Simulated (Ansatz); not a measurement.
Run report: Al16O25, single-point calculation (part 2 of 2)

Al16O25 (defect cell, 41 atoms in the cell); DFT PBE, scalar-relativistic, plane waves, PAW, spin-polarised (Ansatz 0.2.0); cutoff 420 eV, 3×3×3 k-mesh, Gaussian smearing of 0.05 eV, collinear spins. The structure derives from an entry of the Crystallography Open Database.

Output, continued
```
  k-point 0 ↑: bands = ["-11.6889", "-10.5390", "-10.1547", "-10.1542", "-10.0963", "-9.5069", "-9.5067", "-9.2496", "-9.2492", "-9.2211", "-9.1266", "-9.0051", "-9.0046", "-8.9407", "-8.7824", "-8.7585", "-8.7579", "-8.7091", "-8.6340", "-8.6336", "-8.3324", "-8.3320", "-8.2825", "-8.2819", "-7.7294", "1.0835", "1.7204", "1.8256", "1.8258", "2.0457", "2.0558", "2.0564", "2.1672", "2.4549", "2.4555", "2.7056", "2.8068", "2.8071", "3.3148", "3.3148", "3.3672", "3.4391", "3.4397", "3.4568", "3.7932", "3.7936", "3.9420", "4.0633", "4.0867", "4.0869", "4.1205", "4.1266", "4.1268", "4.2854", "4.6653", "4.6658", "4.7779", "4.9528", "4.9529", "4.9590", "5.3687", "5.4075", "5.4080", "5.7289", "5.7292", "6.0268", "6.0973", "6.3521", "6.3524", "6.3675", "6.3679", "6.3885", "6.5669", "6.6029", "6.6033", "6.6568", "6.6574", "6.6726", "6.7314", "6.7315", "6.7716", "6.8231", "6.8237", "7.1265", "7.1634", "7.1638", "7.3191", "7.3196", "7.3422", "7.4663", "7.4665", "7.6858", "7.6861", "7.8015", "7.8373", "7.8373", "7.9567", "8.3700", "8.6476", "8.6488", "14.3882", "17.3187", "17.5385", "17.5699", "17.5703", "17.6966", "17.6975", "17.8798", "18.1374", "18.1380", "18.1899", "18.4785", "18.4787", "18.5841", "18.9022", "18.9027", "18.9032", "19.3817", "19.3819", "19.4144", "19.4650", "19.4654", "19.6288", "19.6316", "19.6636", "19.6643", "20.1822", "20.2727", "20.2734", "20.3590", "20.3596", "20.6980", "20.8402", "20.8412", "20.8672", "20.8943", "21.3154", "21.3163", "21.3699", "21.5351", "21.5359", "21.7217"]
  k-point 1 ↑: bands = ["-11.5756", "-10.8097", "-10.1975", "-10.0126", "-9.9660", "-9.6432", "-9.5963", "-9.3864", "-9.2377", "-9.1836", "-9.1597", "-9.0300", "-9.0264", "-8.9140", "-8.7469", "-8.7372", "-8.6631", "-8.6115", "-8.5198", "-8.4934", "-8.4414", "-8.3163", "-8.3009", "-8.2897", "-7.7869", "1.3155", "1.5520", "1.8210", "1.8499", "1.8902", "2.0900", "2.1211", "2.2152", "2.3822", "2.5197", "2.6674", "2.8458", "2.9078", "2.9863", "3.0870", "3.1007", "3.1142", "3.2120", "3.4958", "3.6300", "3.7361", "3.8402", "3.9047", "4.0096", "4.0623", "4.3146", "4.4014", "4.4143", "4.6120", "4.6771", "4.7959", "4.9166", "5.1276", "5.3287", "5.4887", "5.5550", "5.5621", "5.6150", "5.7541", "5.8839", "5.9176", "5.9954", "6.0631", "6.1982", "6.2656", "6.3016", "6.3194", "6.3979", "6.4479", "6.5475", "6.5875", "6.6461", "6.7443", "6.8004", "6.8547", "6.9181", "6.9443", "6.9878", "7.0731", "7.1276", "7.1822", "7.2285", "7.2954", "7.3175", "7.3561", "7.4572", "7.5372", "7.5581", "7.6450", "7.6665", "7.8346", "7.8953", "8.4838", "8.5819", "8.6486", "15.1491", "16.6487", "17.6199", "17.6652", "17.8374", "17.8752", "17.9064", "18.0327", "18.0854", "18.1305", "18.2223", "18.2513", "18.3006", "18.5195", "18.6422", "18.7682", "18.8731", "19.0392", "19.1311", "19.2699", "19.4029", "19.4561", "19.5003", "19.6363", "19.8340", "19.8497", "19.9246", "20.0271", "20.2734", "20.4175", "20.6150", "20.6745", "20.7080", "20.9930", "21.2217", "21.3189", "21.3561", "21.4972", "21.5569", "21.6222", "21.7483", "21.8036"]
  k-point 2 ↑: bands = ["-11.5756", "-10.8097", "-10.1976", "-10.0123", "-9.9663", "-9.6429", "-9.5966", "-9.3861", "-9.2378", "-9.1833", "-9.1598", "-9.0300", "-9.0264", "-8.9138", "-8.7467", "-8.7375", "-8.6636", "-8.6116", "-8.5201", "-8.4930", "-8.4417", "-8.3161", "-8.3013", "-8.2892", "-7.7867", "1.3158", "1.5519", "1.8212", "1.8501", "1.8900", "2.0897", "2.1211", "2.2151", "2.3818", "2.5202", "2.6676", "2.8454", "2.9078", "2.9864", "3.0870", "3.1009", "3.1143", "3.2121", "3.4958", "3.6298", "3.7359", "3.8402", "3.9045", "4.0098", "4.0622", "4.3148", "4.4014", "4.4144", "4.6125", "4.6766", "4.7960", "4.9166", "5.1271", "5.3288", "5.4887", "5.5546", "5.5621", "5.6150", "5.7542", "5.8839", "5.9176", "5.9954", "6.0630", "6.1985", "6.2657", "6.3017", "6.3191", "6.3979", "6.4479", "6.5478", "6.5878", "6.6460", "6.7445", "6.8003", "6.8546", "6.9182", "6.9446", "6.9880", "7.0727", "7.1274", "7.1820", "7.2288", "7.2956", "7.3175", "7.3559", "7.4575", "7.5371", "7.5584", "7.6450", "7.6665", "7.8346", "7.8951", "8.4841", "8.5812", "8.6491", "15.1491", "16.6488", "17.6190", "17.6650", "17.8371", "17.8753", "17.9071", "18.0326", "18.0853", "18.1304", "18.2221", "18.2513", "18.3011", "18.5195", "18.6421", "18.7687", "18.8723", "19.0394", "19.1318", "19.2703", "19.4030", "19.4559", "19.5001", "19.6368", "19.8335", "19.8496", "19.9249", "20.0273", "20.2738", "20.4173", "20.6146", "20.6743", "20.7087", "20.9928", "21.2213", "21.3187", "21.3567", "21.4975", "21.5567", "21.6220", "21.7479", "21.8037"]
  k-point 13 ↓: bands = ["-10.8401", "-10.4793", "-10.2896", "-10.2560", "-10.0213", "-9.8179", "-9.8080", "-9.4691", "-9.0017", "-8.8378", "-8.7977", "-8.7654", "-8.7537", "-8.6997", "-8.6587", "-8.6325", "-8.6222", "-8.5764", "-8.4937", "-8.4105", "-8.3753", "-8.3170", "-8.2887", "-8.2749", "-6.9489", "1.3264", "1.5446", "1.7027", "1.7719", "1.8661", "1.9238", "2.0841", "2.2104", "2.4769", "2.5840", "2.6332", "2.8118", "2.8420", "2.9400", "3.0860", "3.3163", "3.6891", "3.7442", "3.8099", "3.8440", "3.9765", "4.0082", "4.0384", "4.1602", "4.3471", "4.4842", "4.5467", "4.7158", "4.7497", "4.8422", "4.9687", "5.0546", "5.1354", "5.2495", "5.5771", "5.6864", "5.7080", "5.7451", "5.7641", "5.8691", "5.9256", "5.9946", "6.1231", "6.1287", "6.1546", "6.2677", "6.3913", "6.4981", "6.5282", "6.6161", "6.6344", "6.6544", "6.7079", "6.7813", "6.8149", "6.9247", "6.9606", "7.0771", "7.1333", "7.2093", "7.2418", "7.3173", "7.3918", "7.4425", "7.5449", "7.5893", "7.6124", "7.6442", "7.7253", "7.7354", "7.7885", "7.8526", "9.0036", "10.1406", "10.1468", "16.3177", "16.9815", "17.1457", "17.2852", "17.5100", "17.7493", "17.7888", "17.8431", "17.9407", "18.0602", "18.1500", "18.2433", "18.3755", "18.5156", "18.7520", "18.7993", "18.9616", "19.0032", "19.2733", "19.3507", "19.4541", "19.6071", "19.8430", "19.8956", "19.9958", "20.0499", "20.2505", "20.3072", "20.3683", "20.5069", "20.5668", "20.7466", "20.9159", "20.9795", "21.0658", "21.2375", "21.3168", "21.3684", "21.4535", "21.5558", "21.6001", "21.6954"]
--- Löwdin populations: 41 sites ---
  site symbol       q [e]    m [muB]
     0     Al      1.7052    -0.0039
     1     Al      1.7052    -0.0039
     2     Al      1.7075     0.0002
     3     Al      1.7052    -0.0039
     4     Al      1.7033     0.0008
     5     Al      1.7033     0.0008
     6     Al      1.7103    -0.0185
     7     Al      1.7033     0.0008
     8     Al      1.7052    -0.0039
     9     Al      1.7076     0.0002
    10     Al      1.7052    -0.0039
    11     Al      1.7052    -0.0039
    12     Al      1.7033     0.0008
    13     Al      1.7103    -0.0184
    14     Al      1.7033     0.0008
    15     Al      1.7033     0.0008
    16      O      6.8004     0.0039
    17      O      6.7510     0.1284
    18      O      6.7993     0.0023
    19      O      6.7971     0.0056
    20      O      6.7506     0.1292
    21      O      6.7971     0.0056
    22      O      6.7993     0.0023
    23      O      6.8004     0.0039
    24      O      6.7971     0.0056
    25      O      6.8004     0.0039
    26      O      6.7993     0.0023
    27      O      6.7508     0.1289
    28      O      6.7971     0.0056
    29      O      6.7993     0.0023
    30      O      6.7507     0.1290
    31      O      6.8004     0.0039
    32      O      6.8005     0.0039
    33      O      6.7993     0.0023
    34      O      6.7971     0.0056
    35      O      6.7504     0.1298
    36      O      6.7506     0.1292
    37      O      6.7993     0.0023
    38      O      6.8004     0.0039
    39      O      6.7971     0.0056
    40      O      6.2848     1.2179
  spilling = 0.007798 (of n_electrons = 198.000000)
--- Bader charges: 41 sites ---
  site symbol  charge [e]  shift [e]    m [muB]
     0     Al      2.5492     0.0018    -0.0004
     1     Al      2.5492     0.0018    -0.0004
     2     Al      2.5510     0.0020     0.0004
     3     Al      2.5492     0.0018    -0.0004
     4     Al      2.5514     0.0019     0.0010
     5     Al      2.5514     0.0019     0.0010
     6     Al      2.5591     0.0018    -0.0043
     7     Al      2.5514     0.0019     0.0010
     8     Al      2.5492     0.0018    -0.0004
     9     Al      2.5511     0.0020     0.0004
    10     Al      2.5492     0.0018    -0.0004
    11     Al      2.5492     0.0018    -0.0004
    12     Al      2.5514     0.0019     0.0010
    13     Al      2.5591     0.0018    -0.0043
    14     Al      2.5514     0.0019     0.0010
    15     Al      2.5514     0.0019     0.0010
    16      O     -1.6975     0.0013     0.0043
    17      O     -1.5973     0.0011     0.1257
    18      O     -1.6971     0.0012     0.0024
    19      O     -1.6966     0.0012     0.0060
    20      O     -1.5967     0.0011     0.1265
    21      O     -1.6966     0.0012     0.0060
    22      O     -1.6970     0.0012     0.0024
    23      O     -1.6975     0.0013     0.0042
    24      O     -1.6966     0.0012     0.0060
    25      O     -1.6975     0.0013     0.0042
    26      O     -1.6970     0.0012     0.0024
    27      O     -1.5970     0.0011     0.1262
    28      O     -1.6967     0.0012     0.0060
    29      O     -1.6970     0.0012     0.0024
    30      O     -1.5969     0.0011     0.1263
    31      O     -1.6975     0.0013     0.0043
    32      O     -1.6975     0.0013     0.0043
    33      O     -1.6970     0.0012     0.0024
    34      O     -1.6966     0.0012     0.0060
    35      O     -1.5963     0.0011     0.1270
    36      O     -1.5968     0.0011     0.1265
    37      O     -1.6970     0.0012     0.0024
    38      O     -1.6975     0.0013     0.0043
    39      O     -1.6967     0.0012     0.0060
    40      O     -0.6960     0.0008     1.1695
  estimated error of the sums over rays = 4.6e-4 e
```

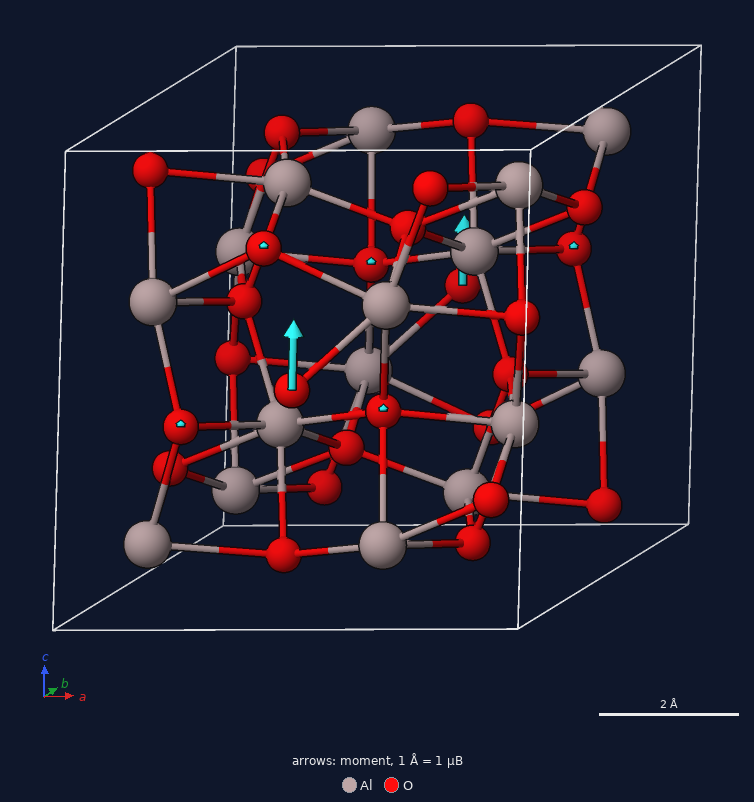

Figure 1. Magnetic moments of the sites as teal arrows (ball-and-stick view of the cell of the calculation, seen slightly off an axis); small moments hardly show. The run is collinear, so the axis drawn is arbitrary. Site moments: O41 (1.06 μB); O18, O21, O28, O31, O36, O37 (0.11 μB). They are counted near the atoms and needn't add up to the moment of the cell. Atoms are counted from 1 in the order of the input.

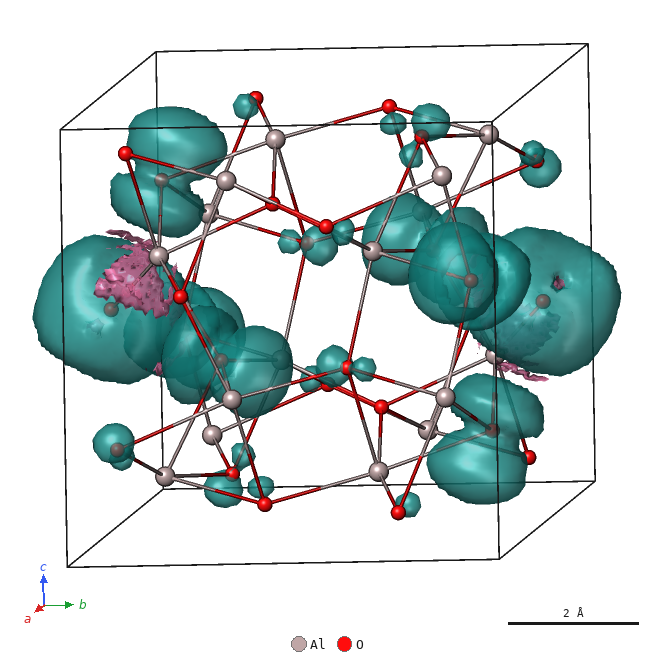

Figure 2. Isosurfaces of the spin density (up minus down) at +0.008 (teal) and −0.008 e/Å³ (pink), seen slightly off an axis. Sticks mark near contacts. The outline is the calculation cell. The spin density sits on O: +1.1 μB in one cell of 41 atoms. The cell of the calculation (41 atoms) carries 2.0 μB net. Core electrons are frozen (PAW), so the fields are smoothed inside the atomic spheres.

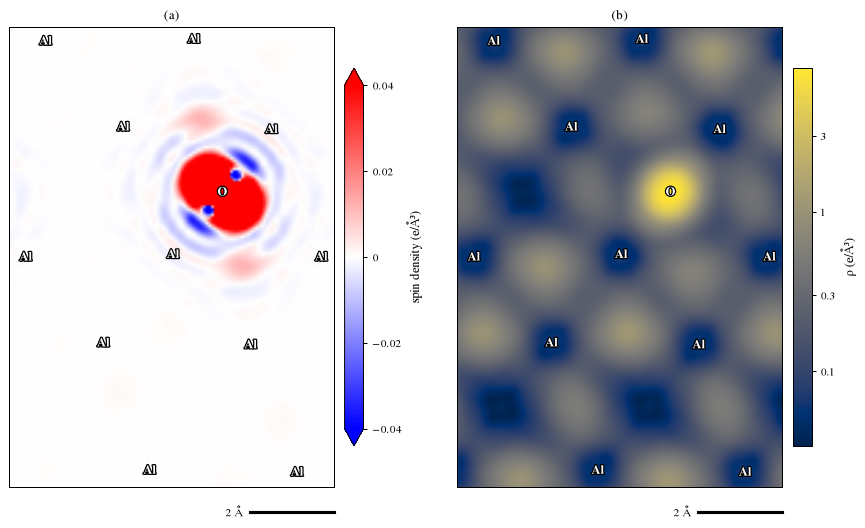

Figure 3. (a) magnetisation density (up minus down); (b) valence charge density (pseudo) on the (11̄0) plane of the calculation cell. The section cuts through Al and O sites. Al–O (1.88 Å): the density is about 0.6 e/Å³ at the midpoint. Away from the nuclei the density in this plane falls to 0.03 e/Å³ at its lowest. The spin density sits on O: +1.1 μB in one cell of 41 atoms. The cell of the calculation (41 atoms) carries 2.0 μB net.

Results in brief

| quantity | value |
| --- | --- |
| outcome | converged |
| electrons treated | 198 |
| free energy | −22837.3465 eV |
| Fermi energy | 9.561 eV |
| gap on the k-point mesh | 1.10 eV |
| net moment of the cell | 2.00 μB |
| integrated absolute moment | 2.13 μB |
| largest force (length of the vector) | 0.016 eV/Å |
| hardware | 4 threads of Arm Neoverse V2, 24 GiB of memory available, shared host |
| wall time | 2.7 min (CPU time 10 min) |
| peak memory | 1.8 GiB |
